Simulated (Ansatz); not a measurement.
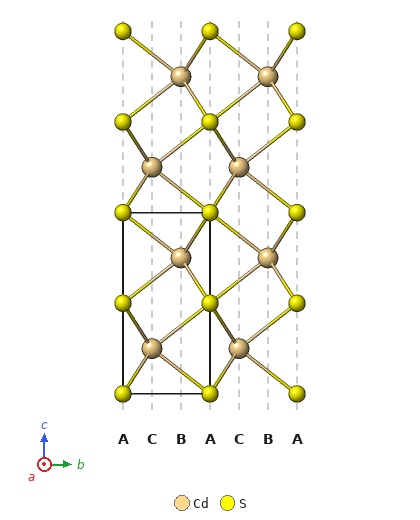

Projection along an edge of the hexagonal mesh, stacking direction c upwards. The dashed lines mark the three columns A (0, 0), B (1/3, 2/3) and C (2/3, 1/3). The sequence starts with the first layer at or above the cell's origin.

The compound is CdS, taken as the end point of a relaxation with DFT PBE, scalar-relativistic, plane waves, PAW (Ansatz); the starting structure was generated, so it need not be a known form of this composition.

Question: List the layers of one repeat.

Answer: S(A) – Cd(C) – S(A) – Cd(B) (four layers in 6.83 Å).

Question: How are the S layers alone stacked?

Answer: S layers alone: AA, a sequence in which some neighbouring layers lie directly above each other.

Question: Which positions between or in the S layers do the other atoms fill?

Answer: Cd: two trigonal-prismatic sites in each hexagonal cell.

Heights of the layers:

| layer | atoms (column) | height (Å) | to next (Å) |
| --- | --- | --- | --- |
| 1 | S(A) | 0.00 | 1.71 |
| 2 | Cd(C) | 1.71 | 1.71 |
| 3 | S(A) | 3.42 | 1.71 |
| 4 | Cd(B) | 5.12 | 1.71 |
